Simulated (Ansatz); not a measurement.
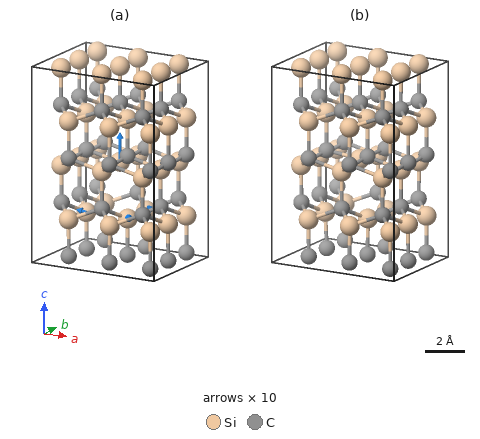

The structure of a defect cell of composition Si₃₆C₃₅ (cell charge +2) (coarse preliminary run) before (left) and after (right) a relaxation, at one scale. The blue arrows give the displacements, magnified 10 times.

Style: ball-and-stick. Shown: the cell of the calculation (origin shifted), slightly off an axis.

Case: C vacancy (site b), charge +2, atoms relaxed at the host's cell.

All numbers below come from DFT PBE, scalar-relativistic, plane waves, PAW in Ansatz 0.2.0. (plane-wave cutoff 420 eV; k-point mesh 1 × 1 × 1; occupations gaussian; smearing width 0.01 eV; no spin polarisation; atoms relaxed in a fixed cell; force threshold 0.025 eV/Å; at most 45 steps)

**Summarise the run.**

Over 5 geometry steps the energy falls by 0.260 eV per cell of the calculation. The largest force component goes from 1.4 to 0.0058 eV/Å. A Si atom moves most: 0.16 Å along +c. By element the largest moves are Si 0.16 Å, C 0.03 Å. The cell doesn't change. Near-neighbour distances that change, for instance: C–Si 1.882 → 1.832 Å, C–Si 1.910 → 1.947 Å, C–Si 1.885 → 1.868 Å, C–Si 1.895 → 1.910 Å. Among the angles between lasting bonds that change: Si–C–Si 107.1° → 101.8°, C–Si–C 111.6° → 116.0°, Si–C–Si 110.2° → 113.2°. The run took 31 s on 4 threads of Arm Neoverse V1, with other jobs on the host, peak memory 0.82 GiB.

Limits of the set-up: the cell is charged, on a uniform background, and energies carry no finite-size correction.
